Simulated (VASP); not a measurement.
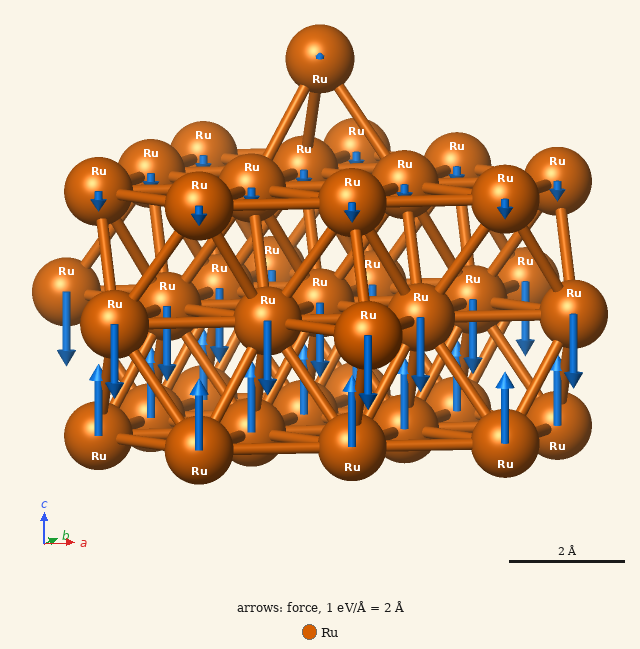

Starting geometry of a slab of composition Ru with the computed forces as blue arrows. The picture is a ball-and-stick view of the atoms within 5.0 Å of the atom that moves most (axes of the 2 × 2 repeat of the cell, outlined in the plane, without the vacuum), seen slightly off an axis.

The run lets the atoms move in a fixed cell.

Theory: Kohn-Sham DFT of a periodic cell, PBE, VASP PAW PBE potentials, recommended in VASP.

Input
```
SYSTEM = Ru
PREC = Accurate ; ENCUT = 400
EDIFF = 1E-6 ; ISMEAR = 0
SIGMA = 0.1 ; LREAL = .FALSE.
LASPH = .TRUE. ; NELM = 60
ALGO = Normal ; ISIF = 2
LWAVE = .FALSE. ; LCHARG = .FALSE.
GGA = PE ; IBRION = 2
NSW = 60 ; EDIFFG = -0.01
```

Launched with:
```bash
cat potpaw_PBE.64/Ru_pv/POTCAR > POTCAR
mpirun -np 1 vasp_std > vasp.out
```

> Is this structure relaxed? If not, where do the atoms go?

It isn't relaxed: the largest force vector, on Ru atoms, is 0.66 eV/Å. The final displacements follow the starting forces only in part (cosine between the two patterns 0.66). After 13 geometry steps the energy has fallen by 55.8 meV per cell of the calculation. Largest force component: 0.66 eV/Å at the start, 0.0037 eV/Å at the end. The largest moves, 0.061 Å, are those of Ru atoms. The lattice vectors keep their values. Among the contacts that change: Ru–Ru 2.650 → 2.593 Å, Ru–Ru 2.650 → 2.668 Å.
